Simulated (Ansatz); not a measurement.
# Run report: GaP, geometry relaxation

The run: geometry relaxation of GaP (I4mm, 2 atoms in the cell). Method and program: DFT, PBE, plane waves, PAW (Ansatz 0.2.0).

The structure was built on a prototype by a generator; it need not be a known phase. The run did not end well. Figures and captions count atoms from 1; the log counts them from 0 in places.

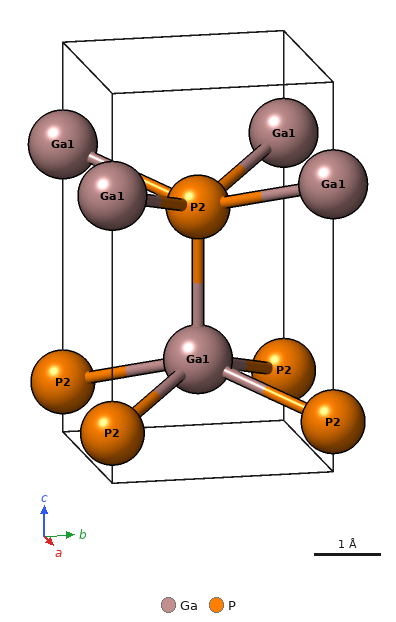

Fig. 1: The input geometry (ball-and-stick view of the cell 2 times as large as that of the calculation, set on its symmetry axes, seen slightly off an axis; atoms are numbered from 1 in the order of the input).

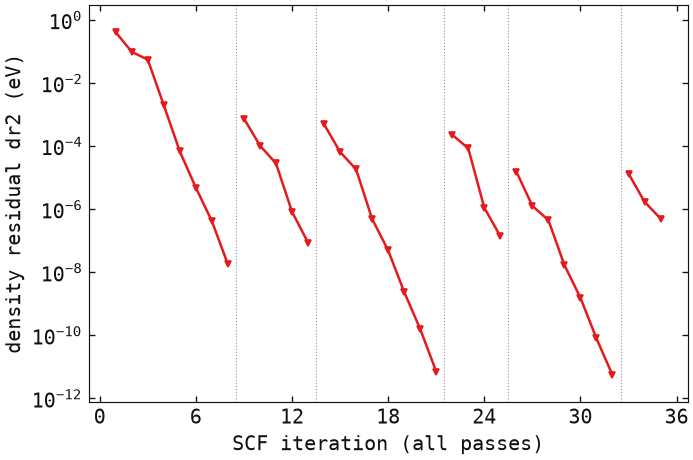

Fig. 2: Convergence of the self-consistent field: density residual dr2 against the SCF iteration. Dotted lines part the SCF passes that the log prints in full.

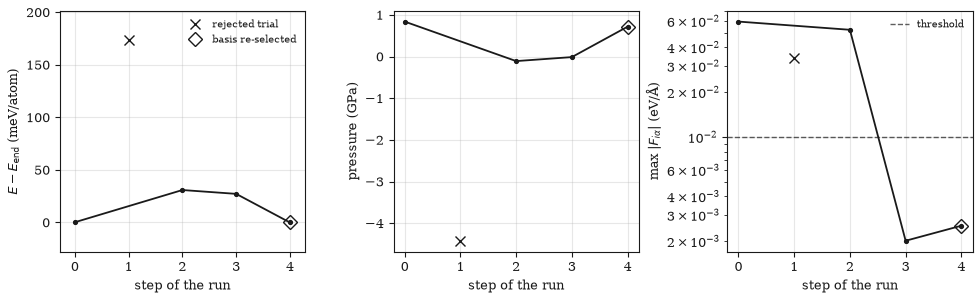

Fig. 3: Progress of the relaxation, step by step (the first geometry is step 0 here and step 1 in the log). The run was cut off at its time limit before the program reported convergence, but its last step already meets the force threshold: the largest component is 0.0025 eV/Å against 0.01 eV/Å. After 3 geometry steps the energy has risen by 27.0 meV per atom. Largest force component: 0.06 eV/Å at the start, 0.0025 eV/Å at the end. The pressure goes from 0.84 to 0.72 GPa. The line search rejected the trial step at point 1 (counted from 0) and went back. The largest moves relative to the cell, 0.009 Å, are those of Ga1 and P2. Largest moves by element: Ga 0.009 Å, P 0.009 Å. A last SCF at the same geometry on a re-selected plane-wave basis shifts the energy by −27.2 meV per atom. (Atoms are counted from 1 in the order of the input.)

The input that produced these results follows, with the program's output.

### Input
```yaml
crystal:
  lattice:
    - [-1.7305814086, 1.7305814086, 3.0646159685]
    - [1.7305814086, -1.7305814086, 3.0646159685]
    - [1.7305814086, 1.7305814086, -3.0646159685]
  atoms:
    - { symbol: Ga, position: [0.7377122559, 0.7377122559, 0.0] }
    - { symbol: P, position: [0.1282879603, 0.1282879603, 0.0] }
  symmetry: { detect: false }
basis:
  ecutwfc: "200 eV"
  precision: f64
kpoints:
  mp_grid: { grid: [22, 22, 22] }
hamiltonian:
  xc: pbe
scf:
  occupations: { method: gaussian, width: 0.1 }
  eigensolver: { kind: davidson }
output:
  forces: true
  eigenvalues: true
  stress: true
relax:
  adjacent_minimum: "off"
  f_tol: 0.01
  max_steps: 80
  cell: { stress_tol: 0.05 }
```

Launched with:
```bash
ansatz run input.yaml --threads 1 --pin off --max-ram 2560MiB --backend cpu --events-out ev --progress --plain --runs-dir out
```

### The program's output
```
Warning: basis.ecutwfc = 200 eV is below the records' recommended 420 eV, and the density's cutoff is lower with it unless basis.ecutrho_ratio is high enough to keep the records' density cutoff: compare with a run at a higher cutoff
The last accepted step is kept in [file] (removed where the run ends without a failure and the disk answers)
the start keeps a symmetry that the run doesn't impose, so 2 atoms are moved at random by 1.00e-2 Å, to let the relaxation leave a saddle point. relax.escape_saddle: false keeps them in place
Engine: ansatz 0.2.0, x86_64-unknown-linux-gnu
Pseudopotentials: kind: paw
Pseudopotential: Ga, paw, valence charge 13, recommended cutoff 420 eV (normal), Ga.paw.azcp
Pseudopotential: P, paw, valence charge 5, recommended cutoff 420 eV (normal), P.paw.azcp
Functional definition: PBE
  parameter kappa = 0.804
  parameter beta = 0.06672455060314922
  exchange = pbe_x(kappa = kappa, mu = beta*pi^2/3)
  correlation = pbe_c(beta = beta)
Crystal: 2 atoms, lattice volume = 36.713 Å³
Basis set: ecut = 200 eV, 243 PW (Γ), exchange–correlation on 40×40×40 points (8 copies of the dense FFT grid, shifted against one another)
Bands: 13, of which v1, the nominal top of the filled ones, is band 9 counted from 1 (8 counted from 0)
Symmetry: 1 space group operations
k-points: 5328 of 10648 (time reversal used)
Non-local potential: Ga, projectors of the file, l = 0: 2, l = 1: 2, l = 2: 3, l = 3: 1
Non-local potential: P, projectors of the file, l = 0: 2, l = 1: 2, l = 2: 2
PAW form: soft (Blöchl's): semilocal exchange-correlation on the pseudo side does not see the compensation charge
PAW one-centre angular grid: Ga, 590 points (default); XC on 64 Gauss nodes
PAW one-centre angular grid: P, 110 points (default); XC on 64 Gauss nodes
Initial density: superposition of atomic densities (neutral atoms: chi_scale 0, normalization atom), corrected by the library's trained network
Initial wavefunctions: pseudopotential atomic-orbital guess
Functional: x = pbe(κ = 0.804, μ = 0.2195149727645171), c = pbe(β = 0.06672455060314922)
SCF iter   1: F=—  HF=-4532.289021 eV  |F-HF|=—  |Δ(HF+E_count)|=         —  Δρ=5.20e-2  dr2=4.08e-1  ethr=1.77e-3  ⟨swp⟩=6.5  Hψ=284333  notcnv=0
preconditioner: auto → Kerker (q_TF=auto, 2.423 Å⁻¹)  [metal: Δε(μ)=0.006 eV  Ē_g=15.234 eV  σ=0.100 eV  W_gap=0.03  n_scr=10 (ndim 8)  ℏωp=26.0 eV  f_vac=0.004  D(μ)=0.79/eV (n_scr^D=0)]
SCF iter   2: F=—  HF=-4530.184866 eV  |F-HF|=—  |Δ(HF+E_count)|=    2.10e0  Δρ=1.44e-2  dr2=9.75e-2  ethr=1.77e-3  ⟨swp⟩=3.5  Hψ=209475  notcnv=0  defer=183
SCF iter   3: F=—  HF=-4530.128361 eV  |F-HF|=—  |Δ(HF+E_count)|=   5.65e-2  Δρ=1.35e-2  dr2=5.53e-2  ethr=5.41e-4  ⟨swp⟩=3.0  Hψ=164015  notcnv=0  defer=2
iter 4 solved again at ethr=1.07e-5 eV; its pass at ethr=3.07e-4 eV (dr2=1.93e-3 eV) is discarded
SCF iter   4: F=—  HF=-4530.106501 eV  |F-HF|=—  |Δ(HF+E_count)|=   2.19e-2  Δρ=2.34e-3  dr2=1.98e-3  ethr=1.07e-5  ⟨swp⟩=2.9  Hψ=269666  notcnv=0
SCF iter   5: F=—  HF=-4530.105758 eV  |F-HF|=—  |Δ(HF+E_count)|=   7.43e-4  Δρ=5.44e-4  dr2=6.76e-5  ethr=1.07e-5  ⟨swp⟩=3.0  Hψ=153148  notcnv=0
SCF iter   6: F=—  HF=-4530.105774 eV  |F-HF|=—  |Δ(HF+E_count)|=   1.62e-5  Δρ=9.88e-5  dr2=4.80e-6  ethr=3.75e-7  ⟨swp⟩=2.8  Hψ=124777  notcnv=0
SCF iter   7: F=—  HF=-4530.105775 eV  |F-HF|=—  |Δ(HF+E_count)|=   1.12e-6  Δρ=2.89e-5  dr2=4.18e-7  ethr=2.66e-8  ⟨swp⟩=3.0  Hψ=133390  notcnv=0
SCF iter   8: F=-4530.105776 eV  HF=-4530.105776 eV  |F-HF|=1.07e-8  |Δ(HF+E_count)|=   2.98e-7  Δρ=6.31e-6  dr2=1.78e-8  ethr=2.32e-9  ⟨swp⟩=3.0  Hψ=139781  notcnv=0
SCF 1 converged in 8 iterations: F = -4530.105776 eV  dr2 = 1.78e-8
  Residual-converged pass: ⟨swp⟩=3.0  Hψ=129116  notcnv=0  max |occ|·‖R‖ = 6.7e-6 eV (tolerance 6.7e-6 eV)  dr2=1.78e-8  dr2_onsite=2.22e-10  max |Δocc| = 6.6e-9
  greatest PAW one-centre occupation: 0.997 electrons in one spin orbital (limit 2), on the Ga atom at site 0 (counted from 0), in its partial waves of l = 2
relax step   1: F+E_penalty+E_count = -4530.10577579 eV  Δ(F+E_penalty+E_count) = +0.000e0 eV  max|allowed force component| = 5.961e-2 eV/Å  Δτ_max = 0.0000 Å  P = +0.841 GPa  Ω = 36.713 Å³  (8 SCF iters, dr2 threshold 1.00e-7 eV, accepted)
Crystal: 2 atoms, lattice volume = 37.045 Å³
Initial density: handed on by an earlier stage of this run
Initial wavefunctions: those handed on with the density
iter 1 solved again at ethr=3.74e-6 eV; its pass at ethr=1.00e-1 eV (dr2=6.73e-4 eV) is discarded
SCF iter   1: F=—  HF=-4529.760396 eV  |F-HF|=—  |Δ(HF+E_count)|=         —  Δρ=2.19e-3  dr2=7.48e-4  ethr=3.74e-6  ⟨swp⟩=5.5  Hψ=384606  notcnv=0
preconditioner: auto → Kerker (q_TF=auto, 2.419 Å⁻¹)  [metal: Δε(μ)=0.000 eV  Ē_g=17.641 eV  σ=0.100 eV  W_gap=0.00  n_scr=10 (ndim 8)  ℏωp=25.9 eV  f_vac=0.006  D(μ)=0.85/eV (n_scr^D=0)]
SCF iter   2: F=—  HF=-4529.758704 eV  |F-HF|=—  |Δ(HF+E_count)|=   1.69e-3  Δρ=6.44e-4  dr2=1.04e-4  ethr=3.74e-6  ⟨swp⟩=3.0  Hψ=153284  notcnv=0
SCF iter   3: F=—  HF=-4529.758608 eV  |F-HF|=—  |Δ(HF+E_count)|=   9.53e-5  Δρ=2.69e-4  dr2=2.84e-5  ethr=5.75e-7  ⟨swp⟩=3.0  Hψ=145886  notcnv=0
iter 4 solved again at ethr=4.57e-9 eV; its pass at ethr=1.58e-7 eV (dr2=8.22e-7 eV) is discarded
SCF iter   4: F=—  HF=-4529.758633 eV  |F-HF|=—  |Δ(HF+E_count)|=   2.44e-5  Δρ=4.71e-5  dr2=8.32e-7  ethr=4.57e-9  ⟨swp⟩=2.5  Hψ=252095  notcnv=0
SCF iter   5: F=-4529.758633 eV  HF=-4529.758633 eV  |F-HF|=8.84e-9  |Δ(HF+E_count)|=   4.22e-8  Δρ=1.40e-5  dr2=8.72e-8  ethr=4.57e-9  ⟨swp⟩=2.5  Hψ=121040  notcnv=0
SCF 2 converged in 5 iterations: F = -4529.758633 eV  dr2 = 8.72e-8
  Residual-converged pass: ⟨swp⟩=3.1  Hψ=137505  notcnv=0  max |occ|·‖R‖ = 9.4e-6 eV (tolerance 9.4e-6 eV)  dr2=8.52e-8  dr2_onsite=4.38e-9  max |Δocc| = 4.2e-9
relax step   2: F+E_penalty+E_count = -4529.75863277 eV  Δ(F+E_penalty+E_count) = +3.471e-1 eV  max|allowed force component| = 3.406e-2 eV/Å  Δτ_max = 0.0055 Å  P = -4.419 GPa  Ω = 37.045 Å³  energy of the carried Pulay correction = -3.429e-1 eV  (5 SCF iters, dr2 threshold 2.00e-7 eV, rejected (line search))
Crystal: 2 atoms, lattice volume = 36.772 Å³
iter 1 solved again at ethr=2.65e-6 eV; its pass at ethr=1.00e-1 eV (dr2=4.77e-4 eV) is discarded
SCF iter   1: F=—  HF=-4530.045631 eV  |F-HF|=—  |Δ(HF+E_count)|=         —  Δρ=1.79e-3  dr2=4.95e-4  ethr=2.65e-6  ⟨swp⟩=5.4  Hψ=381371  notcnv=0
preconditioner: auto → Kerker (q_TF=auto, 2.422 Å⁻¹)  [metal: Δε(μ)=0.000 eV  Ē_g=17.762 eV  σ=0.100 eV  W_gap=0.00  n_scr=10 (ndim 8)  ℏωp=26.0 eV  f_vac=0.004  D(μ)=0.83/eV (n_scr^D=0)]
SCF iter   2: F=—  HF=-4530.044487 eV  |F-HF|=—  |Δ(HF+E_count)|=   1.14e-3  Δρ=5.16e-4  dr2=6.54e-5  ethr=2.65e-6  ⟨swp⟩=3.0  Hψ=152049  notcnv=0
SCF iter   3: F=—  HF=-4530.044425 eV  |F-HF|=—  |Δ(HF+E_count)|=   6.26e-5  Δρ=2.17e-4  dr2=1.83e-5  ethr=3.63e-7  ⟨swp⟩=3.0  Hψ=146559  notcnv=0
iter 4 solved again at ethr=2.68e-9 eV; its pass at ethr=1.02e-7 eV (dr2=4.83e-7 eV) is discarded
SCF iter   4: F=—  HF=-4530.044449 eV  |F-HF|=—  |Δ(HF+E_count)|=   2.45e-5  Δρ=3.72e-5  dr2=4.89e-7  ethr=2.68e-9  ⟨swp⟩=2.5  Hψ=252370  notcnv=0
SCF iter   5: F=—  HF=-4530.044449 eV  |F-HF|=—  |Δ(HF+E_count)|=   1.78e-8  Δρ=1.08e-5  dr2=4.95e-8  ethr=2.68e-9  ⟨swp⟩=2.6  Hψ=121593  notcnv=0
SCF iter   6: F=—  HF=-4530.044449 eV  |F-HF|=—  |Δ(HF+E_count)|=   1.20e-8  Δρ=2.17e-6  dr2=2.38e-9  ethr=2.75e-10  ⟨swp⟩=3.0  Hψ=137729  notcnv=0
SCF iter   7: F=—  HF=-4530.044449 eV  |F-HF|=—  |Δ(HF+E_count)|=  8.63e-10  Δρ=6.03e-7  dr2=1.58e-10  ethr=1.32e-11  ⟨swp⟩=3.0  Hψ=133251  notcnv=0
SCF iter   8: F=-4530.044449 eV  HF=-4530.044449 eV  |F-HF|=3.64e-12  |Δ(HF+E_count)|=  5.82e-11  Δρ=1.28e-7  dr2=7.07e-12  ethr=1.00e-12  ⟨swp⟩=3.0  Hψ=134572  notcnv=0
SCF 3 converged in 8 iterations: F = -4530.044449 eV  dr2 = 7.07e-12
  Residual-converged pass: ⟨swp⟩=4.1  Hψ=184695  notcnv=0  max |occ|·‖R‖ = 1.0e-8 eV (tolerance 1.0e-8 eV)  dr2=7.03e-12  dr2_onsite=5.25e-13  max |Δocc| = 4.7e-9
relax step   3: F+E_penalty+E_count = -4530.04444938 eV  Δ(F+E_penalty+E_count) = +6.133e-2 eV  max|allowed force component| = 5.252e-2 eV/Å  Δτ_max = 0.0013 Å  P = -0.107 GPa  Ω = 36.772 Å³  energy of the carried Pulay correction = -6.159e-2 eV  (8 SCF iters, accepted)
Crystal: 2 atoms, lattice volume = 36.766 Å³
iter 1 solved again at ethr=7.92e-7 eV; its pass at ethr=1.00e-1 eV (dr2=1.43e-4 eV) is discarded
SCF iter   1: F=—  HF=-4530.051732 eV  |F-HF|=—  |Δ(HF+E_count)|=         —  Δρ=9.25e-4  dr2=2.28e-4  ethr=7.92e-7  ⟨swp⟩=5.8  Hψ=390201  notcnv=0
preconditioner: auto → Kerker (q_TF=auto, 2.422 Å⁻¹)  [metal: Δε(μ)=0.000 eV  Ē_g=17.700 eV  σ=0.100 eV  W_gap=0.00  n_scr=10 (ndim 8)  ℏωp=26.0 eV  f_vac=0.004  D(μ)=0.83/eV (n_scr^D=0)]
SCF iter   2: F=—  HF=-4530.051724 eV  |F-HF|=—  |Δ(HF+E_count)|=   7.56e-6  Δρ=5.30e-4  dr2=8.49e-5  ethr=7.92e-7  ⟨swp⟩=2.0  Hψ=117823  notcnv=0
iter 3 solved again at ethr=5.95e-9 eV; its pass at ethr=4.72e-7 eV (dr2=1.07e-6 eV) is discarded
SCF iter   3: F=—  HF=-4530.051745 eV  |F-HF|=—  |Δ(HF+E_count)|=   2.06e-5  Δρ=6.88e-5  dr2=1.11e-6  ethr=5.95e-9  ⟨swp⟩=3.2  Hψ=261231  notcnv=0
SCF iter   4: F=-4530.051745 eV  HF=-4530.051745 eV  |F-HF|=4.44e-8  |Δ(HF+E_count)|=   1.40e-7  Δρ=1.91e-5  dr2=1.39e-7  ethr=5.95e-9  ⟨swp⟩=2.0  Hψ=117835  notcnv=0
SCF 4 converged in 4 iterations: F = -4530.051745 eV  dr2 = 1.39e-7
  Residual-converged pass: ⟨swp⟩=3.0  Hψ=140665  notcnv=0  max |occ|·‖R‖ = 8.8e-6 eV (tolerance 8.8e-6 eV)  dr2=1.39e-7  dr2_onsite=4.09e-8  max |Δocc| = 1.1e-8
relax step   4: F+E_penalty+E_count = -4530.05174488 eV  Δ(F+E_penalty+E_count) = -7.296e-3 eV  max|allowed force component| = 2.017e-3 eV/Å  Δτ_max = 0.0082 Å  P = -0.012 GPa  Ω = 36.766 Å³  energy of the carried Pulay correction = -5.474e-2 eV  (4 SCF iters, dr2 threshold 1.72e-7 eV, accepted)
Initial wavefunctions: pseudopotential atomic-orbital guess (no wavefunctions were taken with the density)
iter 1 solved again at ethr=7.03e-8 eV; its pass at ethr=1.00e-1 eV (dr2=1.27e-5 eV) is discarded
SCF iter   1: F=—  HF=-4530.106257 eV  |F-HF|=—  |Δ(HF+E_count)|=         —  Δρ=3.18e-4  dr2=1.56e-5  ethr=7.03e-8  ⟨swp⟩=10.5  Hψ=603031  notcnv=0
preconditioner: auto → Kerker (q_TF=auto, 2.422 Å⁻¹)  [metal: Δε(μ)=0.008 eV  Ē_g=17.701 eV  σ=0.100 eV  W_gap=0.05  n_scr=10 (ndim 8)  ℏωp=26.0 eV  f_vac=0.004  D(μ)=0.83/eV (n_scr^D=0)]
iter 2 solved again at ethr=6.99e-9 eV; its pass at ethr=7.03e-8 eV (dr2=1.26e-6 eV) is discarded
SCF iter   2: F=—  HF=-4530.106244 eV  |F-HF|=—  |Δ(HF+E_count)|=   1.26e-5  Δρ=7.50e-5  dr2=1.27e-6  ethr=6.99e-9  ⟨swp⟩=2.0  Hψ=277244  notcnv=0
SCF iter   3: F=—  HF=-4530.106242 eV  |F-HF|=—  |Δ(HF+E_count)|=   1.89e-6  Δρ=3.17e-5  dr2=4.50e-7  ethr=6.99e-9  ⟨swp⟩=3.0  Hψ=153133  notcnv=0
SCF iter   4: F=—  HF=-4530.106242 eV  |F-HF|=—  |Δ(HF+E_count)|=   4.48e-8  Δρ=6.31e-6  dr2=1.69e-8  ethr=2.50e-9  ⟨swp⟩=2.9  Hψ=126150  notcnv=0
SCF iter   5: F=—  HF=-4530.106242 eV  |F-HF|=—  |Δ(HF+E_count)|=   5.68e-9  Δρ=1.83e-6  dr2=1.55e-9  ethr=9.41e-11  ⟨swp⟩=3.0  Hψ=129513  notcnv=0
SCF iter   6: F=—  HF=-4530.106242 eV  |F-HF|=—  |Δ(HF+E_count)|=  3.64e-11  Δρ=3.90e-7  dr2=7.95e-11  ethr=8.61e-12  ⟨swp⟩=2.7  Hψ=122928  notcnv=0
SCF iter   7: F=-4530.106242 eV  HF=-4530.106242 eV  |F-HF|=3.64e-12  |Δ(HF+E_count)|=  4.37e-11  Δρ=1.17e-7  dr2=5.48e-12  ethr=1.00e-12  ⟨swp⟩=2.9  Hψ=125853  notcnv=0
SCF 5 converged in 7 iterations: F = -4530.106242 eV  dr2 = 5.48e-12
  Residual-converged pass: ⟨swp⟩=4.2  Hψ=187845  notcnv=0  max |occ|·‖R‖ = 1.0e-8 eV (tolerance 1.0e-8 eV)  dr2=5.34e-12  dr2_onsite=7.84e-14  max |Δocc| = 1.2e-10
relax step   5: F+E_penalty+E_count = -4530.10624205 eV  Δ(F+E_penalty+E_count) = -5.450e-2 eV  max|allowed force component| = 2.545e-3 eV/Å  Δτ_max = 0.0000 Å  P = +0.719 GPa  Ω = 36.766 Å³  stress off target by 9.02e-1 GPa  SCF on the basis re-selected at this cell (its energy is not comparable with the rows above)  (7 SCF iters)
basis re-selected at this cell: Δ(F+E_penalty+E_count) = -5.450e-2 eV, ΔP = +0.730 GPa vs the last step (what re-selecting the basis moved, of the pressure what is left beyond the Pulay correction that the steps carried, after the strain that the cell walked since its last selection, with what the two solves' SCF thresholds leave and, on support functions, any second-order correction that the steps lacked; it is no measure of the basis error at this ecutwfc). This SCF's stress stands 9.02e-1 GPa from its target on what of the cell is left free (relax.cell.stress_tol is 5.00e-2 GPa) and its largest allowed force component is 2.55e-3 eV/Å (relax.f_tol is 1.00e-2 eV/Å): not within both, so this SCF does not close the relaxation
Crystal: 2 atoms, lattice volume = 36.812 Å³
iter 1 solved again at ethr=4.32e-7 eV; its pass at ethr=1.00e-1 eV (dr2=7.77e-5 eV) is discarded
SCF iter   1: F=—  HF=-4530.059088 eV  |F-HF|=—  |Δ(HF+E_count)|=         —  Δρ=2.96e-4  dr2=1.34e-5  ethr=4.32e-7  ⟨swp⟩=5.3  Hψ=313936  notcnv=0
preconditioner: auto → Kerker (q_TF=auto, 2.422 Å⁻¹)  [metal: Δε(μ)=0.006 eV  Ē_g=17.681 eV  σ=0.100 eV  W_gap=0.03  n_scr=10 (ndim 8)  ℏωp=26.0 eV  f_vac=0.004  D(μ)=0.83/eV (n_scr^D=0)]
SCF iter   2: F=—  HF=-4530.059082 eV  |F-HF|=—  |Δ(HF+E_count)|=   5.27e-6  Δρ=8.35e-5  dr2=1.72e-6  ethr=7.44e-8  ⟨swp⟩=3.0  Hψ=152045  notcnv=0
SCF iter   3: F=—  HF=-4530.059081 eV  |F-HF|=—  |Δ(HF+E_count)|=   1.72e-6  Δρ=3.57e-5  dr2=5.01e-7  ethr=9.58e-9  ⟨swp⟩=3.0  Hψ=147470  notcnv=0
```

### Trajectory as extended XYZ (Å, eV, eV/Å), 5 frames, from step=1 to step=5
```
2
Lattice="-1.7306 1.7306 3.0646 1.7306 -1.7306 3.0646 1.7306 1.7306 -3.0646" Properties=species:S:1:pos:R:3:forces:R:3 step=1 energy=-4530.10578 pressure_GPa=0.84
Ga    0.0009   -0.0097    4.5195    0.0031   0.0596   0.0005
P     0.0019    0.0088    0.7906   -0.0031  -0.0596  -0.0005
2
Lattice="-1.7335 1.7266 3.0807 1.7329 -1.7387 3.0872 1.7335 1.7387 -3.0876" Properties=species:S:1:pos:R:3:forces:R:3 step=2 energy=-4529.75863 pressure_GPa=-4.42 accepted=F
Ga    0.0006   -0.0153    4.5525    0.0017   0.0340  -0.0126
P     0.0016    0.0039    0.7912   -0.0018  -0.0341   0.0125
2
Lattice="-1.7311 1.7297 3.0675 1.7310 -1.7322 3.0688 1.7311 1.7322 -3.0689" Properties=species:S:1:pos:R:3:forces:R:3 step=3 energy=-4530.04445 pressure_GPa=-0.11
Ga    0.0009   -0.0106    4.5255    0.0027   0.0525  -0.0015
P     0.0018    0.0075    0.7907   -0.0027  -0.0525   0.0015
2
Lattice="-1.7309 1.7310 3.0678 1.7310 -1.7308 3.0677 1.7310 1.7308 -3.0677" Properties=species:S:1:pos:R:3:forces:R:3 step=4 energy=-4530.05174 pressure_GPa=-0.01
Ga    0.0014   -0.0004    4.5246    0.0000   0.0007   0.0020
P     0.0014   -0.0003    0.7910    0.0000  -0.0007  -0.0020
2
Lattice="-1.7309 1.7310 3.0678 1.7310 -1.7308 3.0677 1.7310 1.7308 -3.0677" Properties=species:S:1:pos:R:3:forces:R:3 step=5 energy=-4530.10624 pressure_GPa=0.72
Ga    0.0014   -0.0004    4.5246    0.0000   0.0006   0.0025
P     0.0014   -0.0003    0.7910    0.0000  -0.0006  -0.0025
```

### What the run reported

```json
{"quantity": "outcome", "value": "stopped at the time limit"}
{"quantity": "space group (tolerance 0.01 Å)", "value": "I4mm (107)"}
{"quantity": "final cell", "value": "a = 3.925 Å, b = 3.925 Å, c = 3.925 Å, α = 127.66°, β = 127.66°, γ = 77.18°"}
{"quantity": "hardware", "value": "1 thread of Intel Xeon (Granite Rapids), 176 GiB of memory available, shared host"}
{"quantity": "wall time", "value": "6.3 min"}
{"quantity": "peak memory", "value": "1 GiB"}
```

Settings chosen away from the usual ones: scf.eigensolver.kind set to davidson; basis.precision set to f64; basis.ecutwfc set to 200 eV (from 420); crystal.symmetry set to {"detect": false}. The run was cut off by its time limit, so the output is incomplete. Notes on the run: the cutoff is below the recommended one.
